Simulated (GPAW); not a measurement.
**Dielectric function and optical constants of SiC (Moissanite 3C)**

Wanted: where SiC (Moissanite 3C) starts to absorb, how strongly, and its refractive index.

Method: DFT, revPBE, plane-wave PAW (GPAW data sets), scalar-relativistic, RPA, optical limit, in GPAW 26.7.0.

### 1. The starting structure

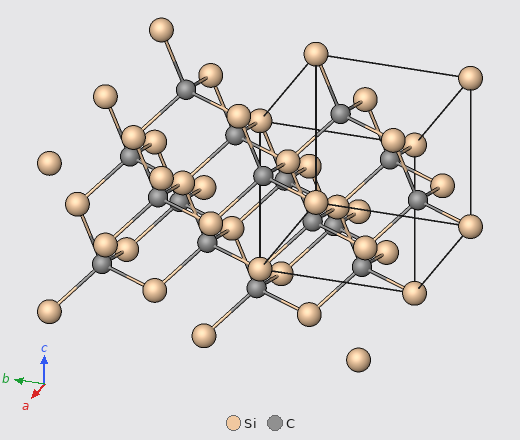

Start, viewed from a free direction; silicon light orange, carbon grey. 2×2×1 cells are drawn. This picture shows the conventional cell, with its axes. Bonds to atoms that aren't drawn are left out. Some periodic images of atoms are drawn too.

Coordinates:

```cif
data_structure
_symmetry_space_group_name_H-M 'P 1'
_symmetry_Int_Tables_number 1
_cell_length_a 3.0816
_cell_length_b 3.0816
_cell_length_c 3.0816
_cell_angle_alpha 60.000
_cell_angle_beta 60.000
_cell_angle_gamma 60.000
_cell_volume 20.69
loop_
_atom_site_label
_atom_site_type_symbol
_atom_site_fract_x
_atom_site_fract_y
_atom_site_fract_z
_atom_site_occupancy
Si1 Si 0.00000 0.00000 0.00000 1
C2 C 0.75000 0.75000 0.75000 1
```

### 2. Ground state

First the ground state: is it a metal or has it a gap?

This step: DFT, revPBE, plane-wave PAW (GPAW data sets), scalar-relativistic, ground state (GPAW 26.7.0).

Contents of gs.py:

```python
from ase import Atoms
from ase.dft.bandgap import bandgap
from gpaw import GPAW, PW, FermiDirac

atoms = Atoms(['Si', 'C'],
              cell=[[0.00000000, 2.17900000, 2.17900000],
                    [2.17900000, 0.00000000, 2.17900000],
                    [2.17900000, 2.17900000, 0.00000000]],
              scaled_positions=[[0.00000000, 0.00000000, 0.00000000],
                                [0.75000000, 0.75000000, 0.75000000]],
              pbc=[True, True, True])
atoms.calc = GPAW(mode=PW(500), xc='revPBE', kpts={'size': (9, 9, 9), 'gamma': True},
                  occupations=FermiDirac(0.05), maxiter=150, txt='gs.txt')
print('energy (eV)', atoms.get_potential_energy())
print('Fermi level (eV)', atoms.calc.get_fermi_level())
print('valence electrons', atoms.calc.get_number_of_electrons())
print('gap (eV)', bandgap(atoms.calc, output=None)[0])
print('direct gap (eV)', bandgap(atoms.calc, direct=True, output=None)[0])
atoms.calc.write('gs.gpw')
```

Command:

```
$ OMP_NUM_THREADS=1 python gs.py
```

Numbers of over 12 decimals in the logs are rounded to 6 here.

Log:

```text
__  _  _
 | _ |_)|_||  |
 |__||  | ||/\| - 26.7.0

Versions:
  Python: 3.12.14
  ASE:    3.29.0
  Numpy:  2.5.5
  Scipy:  1.18.1
  Libxc:  7.0.0

Input parameters:
  mode=PW(ecut=500.0),
  kpts=MonkhorstPack(size=(9, 9, 9), gamma=True),
  maxiter=150,
  occupations=Occupations(name='fermi-dirac', width=0.05, fixmagmom=False),
  xc=XC(name='revPBE')

Diagonalizing LCAO Hamiltonian
Converting LCAO to pw mode

                 C

       Si

Atoms  # Å, Bohr magnetons
|   | symbol |        x |        y |        z |    initial magnetic moments |
| 0 |     Si | 0.000000 | 0.000000 | 0.000000 | ( 0.0000,  0.0000,  0.0000) |
| 1 |      C | 3.268500 | 3.268500 | 3.268500 | ( 0.0000,  0.0000,  0.0000) |

Unit cell  # Å
| periodic |        x |        y |        z |  lengths |    angles |
|      yes | 0.000000 | 2.179000 | 2.179000 | 3.081571 | 60.000000 |
|      yes | 2.179000 | 0.000000 | 2.179000 | 3.081571 | 60.000000 |
|      yes | 2.179000 | 2.179000 | 0.000000 | 3.081571 | 60.000000 |

Number of symmetries: 24
Symmetry operations  # r_c * U_cc + t_c -> r_c
|    | kind |            matrix            |
|  0 |  E   |  1, 0, 0,  0, 1, 0,  0, 0, 1 |
|  1 |  σ   |  1, 0, 0,  0, 0, 1,  0, 1, 0 |
|  2 |  σ   |  1, 0,-1,  0, 1,-1,  0, 0,-1 |
|  3 |  C3  |  1, 0,-1,  0, 0,-1,  0, 1,-1 |
|  4 |  C3  |  1,-1, 0,  0,-1, 1,  0,-1, 0 |
|  5 |  σ   |  1,-1, 0,  0,-1, 0,  0,-1, 1 |
|  6 |  σ   |  0, 1, 0,  1, 0, 0,  0, 0, 1 |
|  7 |  C3  |  0, 1, 0,  0, 0, 1,  1, 0, 0 |
|  8 |  C2  |  0, 1,-1,  1, 0,-1,  0, 0,-1 |
|  9 |  S4  |  0, 1,-1,  0, 0,-1,  1, 0,-1 |
| 10 |  C3  |  0, 0, 1,  1, 0, 0,  0, 1, 0 |
| 11 |  σ   |  0, 0, 1,  0, 1, 0,  1, 0, 0 |
| 12 |  S4  |  0, 0,-1,  1, 0,-1,  0, 1,-1 |
| 13 |  C3  |  0, 0,-1,  0, 1,-1,  1, 0,-1 |
| 14 |  S4  |  0,-1, 1,  1,-1, 0,  0,-1, 0 |
| 15 |  C2  |  0,-1, 1,  0,-1, 0,  1,-1, 0 |
| 16 |  C3  |  0,-1, 0,  1,-1, 0,  0,-1, 1 |
| 17 |  S4  |  0,-1, 0,  0,-1, 1,  1,-1, 0 |
| 18 |  S4  | -1, 1, 0, -1, 0, 1, -1, 0, 0 |
| 19 |  C3  | -1, 1, 0, -1, 0, 0, -1, 0, 1 |
| 20 |  C3  | -1, 0, 1, -1, 1, 0, -1, 0, 0 |
| 21 |  S4  | -1, 0, 1, -1, 0, 0, -1, 1, 0 |
| 22 |  σ   | -1, 0, 0, -1, 1, 0, -1, 0, 1 |
| 23 |  C2  | -1, 0, 0, -1, 0, 1, -1, 1, 0 |

BZ-sampling:
  Number of BZ points: 729
  Number of IBZ points: 35

  Monkhorst-Pack size: [9, 9, 9]
  Monkhorst-Pack shift: [0, 0, 0]

K-points  # in reciprocal-cell coordinates
|     |                                coordinates |     weight |
|   0 | (  0.00000000,   0.00000000,   0.00000000) | 0.00137174 |
|   1 | (  0.11111111,   0.11111111,   0.00000000) | 0.00823045 |
|   2 | (  0.11111111,   0.11111111,   0.11111111) | 0.01097394 |
|   3 | (  0.22222222,   0.11111111,   0.11111111) | 0.01646091 |
|   4 | (  0.22222222,   0.22222222,   0.00000000) | 0.00823045 |
|   5 | (  0.22222222,   0.22222222,   0.11111111) | 0.03292181 |
|   6 | (  0.22222222,   0.22222222,   0.22222222) | 0.01097394 |
|   7 | (  0.33333333,   0.22222222,   0.11111111) | 0.03292181 |
|   8 | (  0.33333333,   0.22222222,   0.22222222) | 0.03292181 |
|   9 | (  0.33333333,   0.33333333,  -0.33333333) | 0.01646091 |
| ... |                                            |            |
|  34 | (  0.44444444,   0.44444444,   0.44444444) | 0.01097394 |

Plane wave coefficients: 534
Cutoff: 500.0 eV

Spin-components: 1 (collinear spins)
Bands:           8
Projectors:      10
Spin-degeneracy: 2
Datatype:        complex128

Parallelization:
  kpt:    1
  domain: 1
  band:   1

Density:
  Valence electrons: 8.0
  Components: 1
  Grid points: [16 16 16]
  Charge: 0.0  # |e|

Potential:
  Grid points: [16 16 16]

species:
  Si:
    name:    Silicon
    id:
    Z:       14.0
    valence: 4
    core:    10
    charge:  0.0  # [|e|]
    compensation charges:
      type: gauss
      rc: 0.33  # [Å]
      lmax: 2
    cutoffs:
      filter: 1.86  # [Å]
      core: 2.06  # [Å]
    projectors
    | kind |    occ | energy [eV] | rcut [Å] |
    |   3s |  2.000 |     -10.782 |    1.058 |
    |   3p |  2.000 |      -4.060 |    1.058 |
    |    s |        |      16.430 |    1.058 |
    |    p |        |      23.151 |    1.058 |
    |    d |        |       0.000 |    1.058 |

    Using partial waves for Si as LCAO basis

  C:
    name:    Carbon
    id:
    Z:       6.0
    valence: 4
    core:    2
    charge:  0.0  # [|e|]
    compensation charges:
      type: gauss
      rc: 0.20  # [Å]
      lmax: 2
    cutoffs:
      filter: 1.14  # [Å]
      core: 1.14  # [Å]
    projectors
    | kind |    occ | energy [eV] | rcut [Å] |
    |   2s |  2.000 |     -13.783 |    0.635 |
    |   2p |  2.000 |      -5.237 |    0.635 |
    |    s |        |      13.429 |    0.635 |
    |    p |        |      21.974 |    0.635 |
    |    d |        |       0.000 |    0.635 |

    Using partial waves for C as LCAO basis

Reference energy: -8917.763755  # eV

eigensolver:
  PPCG
  Converge bands: occupied
  niter=2

density mixing:
  MSR1-Mixer
  Pratt-step length: 0.05
  Maximum mixing coefficient: 0.75
  Old densities: 10
  SVD Regularization: 0.005
  Good broyden scale: 1.0
  Trust region scale: 1.0
  Backstep threshold: 4.0
  History deletion threshold: 6.0
  Fourier metric: weight=20.0, sigma=0.015

occupation numbers:
  Fermi-Dirac:
    width: 0.0500  # eV

poisson solver:
  ecut: 4000.0  # eV

xc functional:
  name: revPBE with 2 nearest neighbor stencil

convergence criteria:
- Maximum [total energy] change in last 3 cyles: 0.0005 eV / valence electron
- Maximum integral of absolute [dens]ity change: 0.0001 electrons / valence electron
- Maximum integral of absolute [eigenst]ate change: 4e-08 eV^2 / valence electron
maximum number of iterations: 150

SCF iterations
|iter     |      energy | eigst |  dens |
|iter:   1||  -15.838683 | -0.16 |       |
|iter:   2||  -15.478016 | -2.23 | -0.57 |
|iter:   3||  -14.272564 | -0.89 | -0.61 |
|iter:   4||  -14.281769 | -2.83 | -1.32 |
|iter:   5||  -14.285879 | -3.45 | -1.68 |
|iter:   6||  -14.285956 | -5.39 | -2.69 |
|iter:   7||  -14.285964c| -6.49 | -3.24 |
|iter:   8||  -14.285964c| -8.04c| -4.10c|

Converged in 8 steps
SCF loop duration: 2.406 s (0.301 s/step)
Energy contributions relative to reference atoms: (reference = -8917.763755)

Energy contributions:
  Kinetic:          16.521101
  Coulomb:         -13.932912
  Zero:             -0.024229
  External:          0.000000
  Xc:              -16.849924
  Entropy:          -0.000000
  Spinorbit:         0.000000
  ----------------------------
  Free energy:     -14.285964
  Extrapolated:    -14.285964

dipole moment: (-8.033990, -8.033990, -8.033990)  # |e|*Ang

Fermi level: 9.072
Eigenvalues  # (at kpt = [0.000, 0.000, 0.000])
| band index |      eig [eV] | occ [0-2] |
|          0 |        -7.112 |     2.000 |
|          1 |         8.327 |     2.000 |
|          2 |         8.327 |     2.000 |
|          3 |         8.327 |     2.000 |
|          4 |        14.583 |     0.000 |
|          5 |        15.656 |     0.000 |
|          6 |        15.656 |     0.000 |
|          7 |        15.656 |     0.000 |

Gap: 1.500 eV
Transition (v -> c):
  (s=0, k=0, n=3, [0.00, 0.00, 0.00]) -> (s=0, k=30, n=4, [0.44, 0.44, 0.00])
Direct/indirect transitions are different
Direct gap: 4.629 eV
Transition at: (s=0, k=30, n=3, [0.44, 0.44, 0.00])

--- standard output ---
energy (eV) -14.285964
Fermi level (eV) 9.071773
valence electrons 8.0
gap (eV) 1.500014
direct gap (eV) 4.629307
```

The job ended after 3.9 s (1 thread of Arm Neoverse V1, shared host; peak memory 0.12 GiB).

Read-outs, printed or worked out from the files:

- energy: -14.29 eV
- Fermi energy: 9.072 eV
- gap on the k-mesh: 1.500 eV
- direct gap on the mesh: 4.629 eV
- electrons: 8

There is a gap, 1.50 eV on this mesh (points off the mesh can give less), so no carriers' term is needed.

### 3. Bands for the response

The response needs many more empty bands than the density does.

This step: DFT, revPBE, plane-wave PAW (GPAW data sets), scalar-relativistic, bands at fixed density (GPAW 26.7.0).

Contents of nscf.py:

```python
from ase.dft.bandgap import bandgap
from gpaw import GPAW, FermiDirac

calc = GPAW('gs.gpw').fixed_density(kpts={'size': (16, 16, 16), 'gamma': True}, nbands=23, convergence={'bands': 17},
                                    occupations=FermiDirac(0.001), txt='nscf.txt')
print('gap (eV)', bandgap(calc, output=None)[0])
print('direct gap (eV)', bandgap(calc, direct=True, output=None)[0])
print('top band over the Fermi level (eV)', min(calc.get_eigenvalues(kpt=k)[16] for k in range(len(calc.get_ibz_k_points()))) - calc.get_fermi_level())
calc.write('full.gpw', mode='all')
```

Command:

```
$ OMP_NUM_THREADS=1 python nscf.py
```

Log:

```text
Diagonalizing LCAO Hamiltonian
Converting LCAO to pw mode
convergence criteria:
- Maximum integral of absolute [eigenst]ate change: 4e-08 eV^2 / valence electron
maximum number of iterations: 150

SCF iterations
|iter     |      energy | eigst |  dens |
|iter:   1||             | +2.98 |       |
|iter:   2||             | +1.20 |       |
|iter:   3||             | -1.24 |       |
|iter:   4||             | -2.98 |       |
|iter:   5||             | -5.01 |       |
|iter:   6||             | -6.61 |       |
|iter:   7||             | -7.68c|       |
SCF steps: 7
  __  _  _
 | _ |_)|_||  |
 |__||  | ||/\| - 26.7.0

Versions:
  Python: 3.12.14
  ASE:    3.29.0
  Numpy:  2.5.5
  Scipy:  1.18.1
  Libxc:  7.0.0

Input parameters:
  mode=PW(ecut=500.0),
  convergence={'bands': 17},
  gpts=array([16, 16, 16]),
  kpts=MonkhorstPack(size=(16, 16, 16), gamma=True),
  maxiter=150,
  nbands=23,
  occupations=Occupations(name='fermi-dirac', width=0.001, fixmagmom=False),
  parallel={},
  xc=XC(name='revPBE')

--- standard output ---
gap (eV) 1.353565
direct gap (eV) 4.548912
top band over the Fermi level (eV) 26.894866
```

Run time: 22 s. Hardware: 1 thread; peak memory 0.17 GiB.

This step gave:

| Property | Result |
| --- | --- |
| gap on the k-mesh | 1.354 eV |
| direct gap on the mesh | 4.549 eV |

### 4. Dielectric function, RPA

Local fields let the induced charge screen the field inside the cell, which as a rule lowers ε, most along directions where the density is uneven.

This step: DFT, revPBE, plane-wave PAW (GPAW data sets), scalar-relativistic, RPA, optical limit (GPAW 26.7.0).

Contents of df.py:

```python
from gpaw.response.df import DielectricFunction

df = DielectricFunction('full.gpw', frequencies={'type': 'nonlinear', 'domega0': 0.03, 'omega2': 8},
                        ecut=80,
                        eta=0.15,
                        nbands=17,
                        txt='df.txt')
for direction in ['x']:
    df.get_dielectric_function(xc='RPA', direction=direction, filename=f'df_{direction}.csv')
```

Command:

```
$ OMP_NUM_THREADS=1 python df.py
```

Log:

```text
Using integrator: PointIntegrator
NonLinearFrequencyDescriptor(from 0.000 to 49.845 eV, 465 points)
Nonperiodic BCs:  [False False False]
Using integrator: PointIntegrator
NonLinearFrequencyDescriptor(from 0.000 to 49.845 eV, 465 points)
Nonperiodic BCs:  [False False False]

Calculating chi0 body with:
    Ground state adapter containing:
    Number of spins: 1
    Number of kpoints: 4096
    Number of irreducible kpoints: 145
    Number of completely occupied states: 4
    Number of partially occupied states: 4

    Linear response parametrization:
    q_c: [0.0, 0.0, 0.0]
    Number of frequency points: 465
    Planewave cutoff: 80.0
    Number of bands: 17
    Number of planewaves: 27
    Broadening (eta): 0.15

Integrating chi0 body.

Symmetries of q_c:
    Direct symmetries (Uq -> q): 24
    Indirect symmetries (TUq -> q): 24
In total 48 allowed symmetries.

145 groups of equivalent kpoints. 96.4599609375% reduction.

Integral kind: spectral function

Calculating chi0 optical extensions with:
    Ground state adapter containing:
    Number of spins: 1
    Number of kpoints: 4096
    Number of irreducible kpoints: 145
    Number of completely occupied states: 4
    Number of partially occupied states: 4

    Linear response parametrization:
    Number of frequency points: 465
    Planewave cutoff: 80.0
    Number of bands: 17
    Number of planewaves: 27
    Broadening (eta): 0.15
Integrating chi0 head and wings.

Symmetries of q_c:
    Direct symmetries (Uq -> q): 24
    Indirect symmetries (TUq -> q): 24
In total 48 allowed symmetries.

145 groups of equivalent kpoints. 96.4599609375% reduction.

Integral kind: spectral function wings
```

Run time: 4.8 s. Hardware: 1 thread; peak memory 0.21 GiB.

Numbers from this step:

* electronic dielectric constant ε∞, mean over x, y and z (by symmetry where fewer were run): 6.600
* main peak of Im epsilon, first axis: 6.922 eV
* centre of weight of the strongest loss peak in the window: 22.73 eV

Some rows of df_x.csv (energy; Re and Im without local fields; Re and Im with them):

```text
0.000000, 7.078568, 0.000000, 6.599944, 0.000000
0.555532, 7.114163, 0.019398, 6.631602, 0.017250
1.143969, 7.233038, 0.041849, 6.737269, 0.037181
1.768324, 7.464233, 0.070707, 6.942515, 0.062714
2.431988, 7.863088, 0.112882, 7.295804, 0.099839
3.138794, 8.547899, 0.186455, 7.900130, 0.164145
3.893091, 9.843181, 0.365994, 9.036018, 0.319647
4.699832, 12.600238, 2.029950, 11.426263, 1.754409
5.564682, 14.143594, 6.476369, 12.828522, 5.504436
6.494155, 13.836158, 17.615663, 13.619904, 14.933581
7.495775, 0.451442, 10.859329, 0.330863, 9.953371
8.578281, -3.860498, 10.937893, -2.606669, 10.043993
9.751884, -4.905609, 7.025707, -3.621527, 7.055966
11.028587, -3.547282, 3.020010, -3.161579, 3.265349
12.422601, -2.793135, 2.123809, -2.518792, 2.349398
13.950874, -1.891159, 1.591022, -1.664754, 1.750100
15.633783, -1.314915, 1.022751, -1.170135, 1.190874
17.496047, -0.821578, 0.536630, -0.803648, 0.651987
19.567954, -0.388053, 0.304938, -0.385471, 0.367861
21.887015, -0.000944, 0.198850, 0.012189, 0.225708
24.500258, 0.181204, 0.211395, 0.171821, 0.263975
```

The Im ε, E ∥ x has structure finer than the step of the table below, so its rows give means over 1 eV, whole bins alone (the curve runs from 0 to 26.8 eV). Peaks (eV: height): 6.9: 19.7, 8.3: 13.0.

Values under the direct gap are tails of Lorentzian lines. Table of Im ε, E ∥ x by photon energy; means over each step:

```
photon energy (eV)  Im ε, E ∥ x
                 1       0.0324
                 2       0.0753
                 3        0.153
                 4        0.432
                 5         2.95
                 6         8.72
                 7         15.8
                 8         10.9
                 9         8.95
                10         6.46
                11         3.55
                12         3.21
                13         2.09
                14         1.72
                15         1.36
                16         1.09
                17        0.706
                18        0.580
                19        0.438
                20        0.337
                21        0.260
                22        0.249
                23        0.262
                24        0.256
                25        0.207
                26        0.152
```

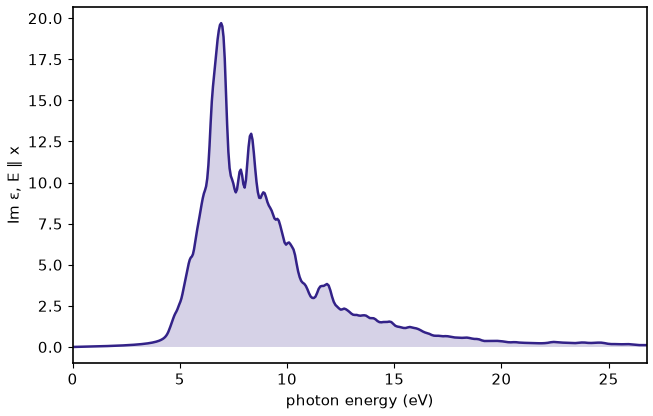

Im ε, E ∥ x, plotted against photon energy.

Table of Re ε, E ∥ x by photon energy:

| photon energy (eV) | Re ε, E ∥ x |
| --- | --- |
| 0.0 | 6.60 |
| 2.5 | 7.34 |
| 5.0 | 12.1 |
| 7.5 | 0.355 |
| 10.0 | -3.24 |
| 12.5 | -2.37 |
| 15.0 | -1.52 |
| 17.5 | -0.803 |
| 20.0 | -0.337 |
| 22.5 | 0.0572 |
| 25.0 | 0.154 |

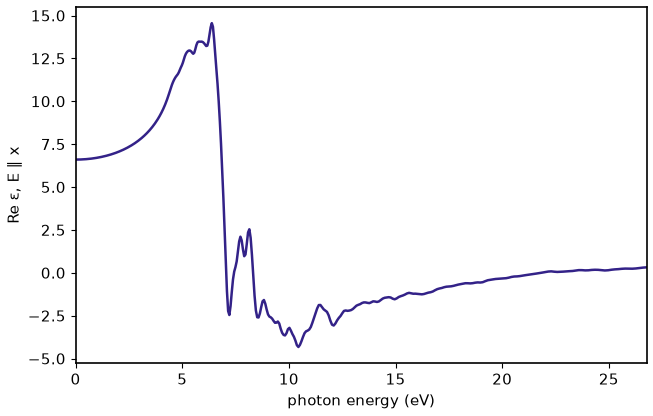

Re ε, E ∥ x against photon energy.

The reflectivity at normal incidence, E ∥ x has structure finer than the step of the table below, so its rows give means over 2 eV, whole bins alone (the curve runs from 0 to 26.8 eV). Peaks (eV: height): 7.1: 52.7, 10.5: 56.4, 12.2: 54.8, 16.7: 55.3, 19.1: 53.3.

Table of reflectivity at normal incidence, E ∥ x by photon energy; means over each step:

```csv
photon energy (eV),"reflectivity at normal incidence, E ∥ x (%)"
2,20.6
4,26.1
6,39.1
8,44.7
10,51.0
12,49.2
14,47.7
16,50.2
18,49.5
20,46.9
22,28.1
24,16.4
```

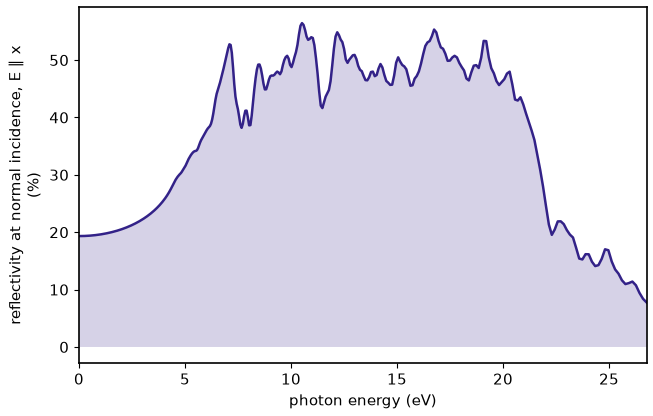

Reflectivity at normal incidence, E ∥ x against photon energy.

The Im ε, E ∥ x has structure finer than the step of the table below, so its rows give means over 2 eV, whole bins alone (the curve runs from 0 to 26.8 eV). Peaks (eV: height): without local fields 6.9: 21.4, 8.3: 15.1; with local fields 6.9: 19.7, 8.3: 13.0.

Values under the direct gap are tails of Lorentzian lines. Im ε, E ∥ x against photon energy; means over each step:

```
photon energy (eV)  without local fields  with local fields
                 2                0.0895             0.0792
                 4                 0.844              0.730
                 6                  11.4               9.90
                 8                  12.4               11.2
                10                  6.26               6.31
                12                  2.78               2.96
                14                  1.54               1.72
                16                 0.849               1.04
                18                 0.478              0.579
                20                 0.277              0.333
                22                 0.221              0.254
                24                 0.203              0.250
```

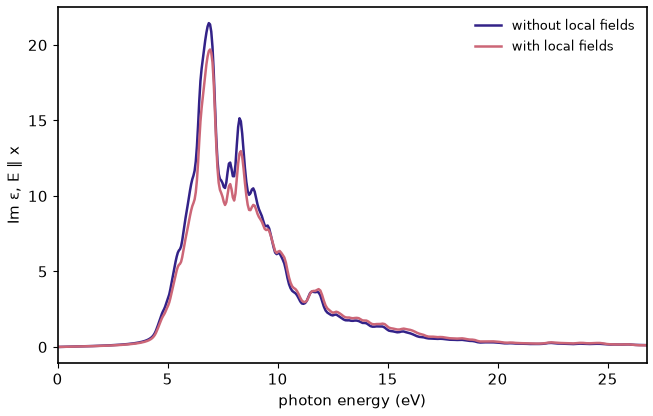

Im ε, E ∥ x against photon energy.

Refractive index n and extinction k against photon energy:

| photon energy (eV) | n | k |
| --- | --- | --- |
| 0 | 2.57 | 0 |
| 2 | 2.65 | 0.0140 |
| 4 | 3.05 | 0.0596 |
| 6 | 3.83 | 1.11 |
| 8 | 2.38 | 2.06 |
| 10 | 1.38 | 2.27 |
| 12 | 0.907 | 1.94 |
| 14 | 0.611 | 1.43 |
| 16 | 0.473 | 1.20 |
| 18 | 0.321 | 0.882 |
| 20 | 0.272 | 0.641 |
| 22 | 0.369 | 0.314 |
| 24 | 0.466 | 0.272 |
| 26 | 0.515 | 0.160 |

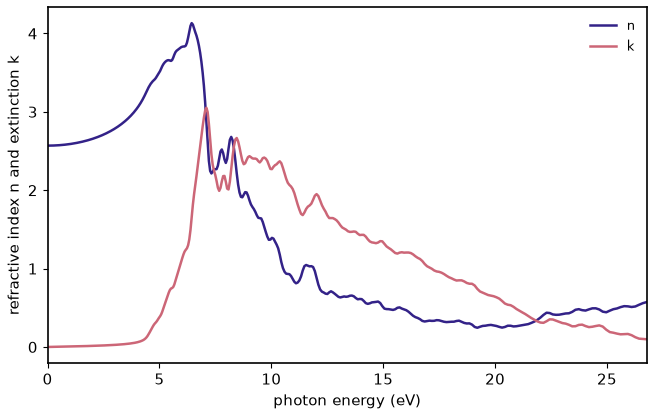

Refractive index n and extinction k against photon energy.

From ε follow the optical constants at some laser and lamp lines:

```
wavelength (nm)     n      k  R (%)     1/α
           1550  2.58  0.005   19.5   25 µm
           1064  2.60  0.007   19.7   12 µm
            532  2.69  0.017   21.0  2.4 µm
            450  2.75  0.023   21.7  1.6 µm
            405  2.80  0.028   22.4  1.2 µm
            248  3.51  0.380   31.4   52 nm
            193  4.12  1.602   42.8  9.6 nm
```

Below the direct gap, k and the depth come from the tails of the Lorentzian lines, not from transitions.

Rows near the edge hang on the gap, which this functional as a rule makes too small, and phonon-assisted absorption is left out.

### 5. Outcome

| Item | Value |
| --- | --- |
| electronic dielectric constant ε∞, mean over x, y and z (by symmetry where fewer were run) (RPA) | 6.60 |
| main peak of Im epsilon, first axis | 6.92 eV |
| centre of weight of the strongest loss peak in the window, first axis | 22.7 eV |

What this shows: At this level (revPBE, RPA) SiC has ε∞ = 6.60 and n = 2.58 at 1550 nm, and Im ε peaks at 6.9 eV. On the mesh the gap is 1.35 eV and the least direct gap 4.55 eV, so on this mesh the band edges lie at different points. Local fields change the static value along x from 7.08 to 6.60 (-7 %). Distinct maxima of Im ε, read by a parabola through the highest points, lie at 6.92 eV (20), 7.83 eV (11), 8.32 eV (13) and 11.86 eV (3.8). Excitons and phonon-assisted transitions are missing; revPBE gaps are as a rule too small, which pulls the onset down and ε∞ up. The sum runs over mesh points, so small or evenly spaced maxima can still be ripples of the mesh. The curves end at 27 eV, about where the summed bands run out. Besides steps told in other documents, this task had 2 runs with a known fault of program or setting; those not told in a step above aren't shown.

[Machine, clock and banner lines and Python warnings are left out of the logs.]

[Logs are printed without paths, hosts, clocks, repeated set-up lines and the standing remarks that a program may print on its own settings, such as how far it seeks lower states.]

[Hosts, paths, dates, database ids (printed as entryN), source tags and the programs' standing remarks are cut or masked in the printed files.]
